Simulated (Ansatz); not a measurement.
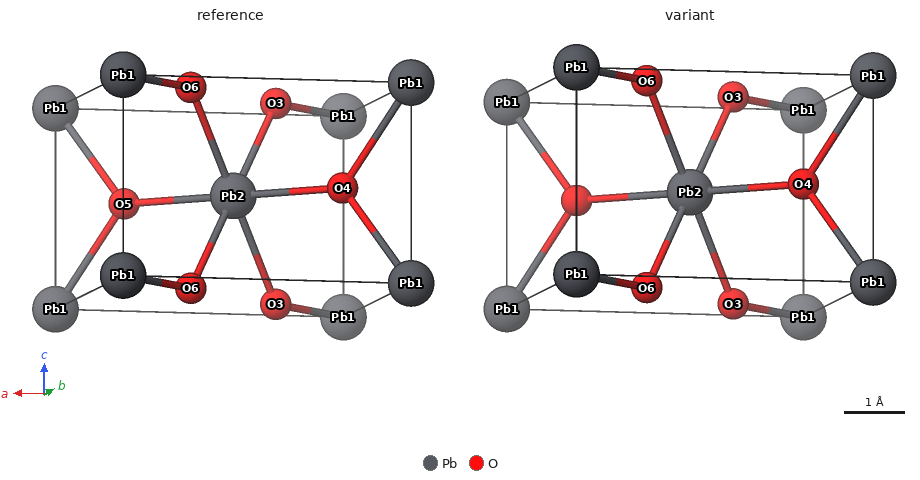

Left: crystalline PbO$_{2}$ (built on the rutile type) at its r2SCAN-relaxed geometry. Right: the same structure after one change, at the same scale. The picture is a ball-and-stick view of the cell of the calculation, seen from a free direction.

Computed with Ansatz 0.2.0, DFT, PBE, plane waves, PAW. (plane-wave cutoff 420 eV; k-point mesh 6 × 6 × 8; occupations fermi dirac; smearing width 0.02 eV; no spin polarisation)

Q: Which change leads from the left to the right?

A: All lengths are scaled by +3.0 % (volume +9.3 %). The atoms were relaxed with r2SCAN under that strain, and this is a single point on that geometry.

Q: How do the computed properties respond?

A: Energy change: −3.5 meV per atom. Pressure: 6.3 GPa before, −4.3 GPa after. The principal stresses (compression positive) are −5.9 GPa along c and −3.6 GPa across it. The largest forces, 0.055 eV/Å, act on O3, O4, O5 and O6; on O3 it points along [−1 −1 0]. It is metallic before and after. Some distances before and after: O–Pb 2.165 → 2.247 Å, O–Pb 2.179 → 2.234 Å. The space group stays P4_2/mnm (No. 136).
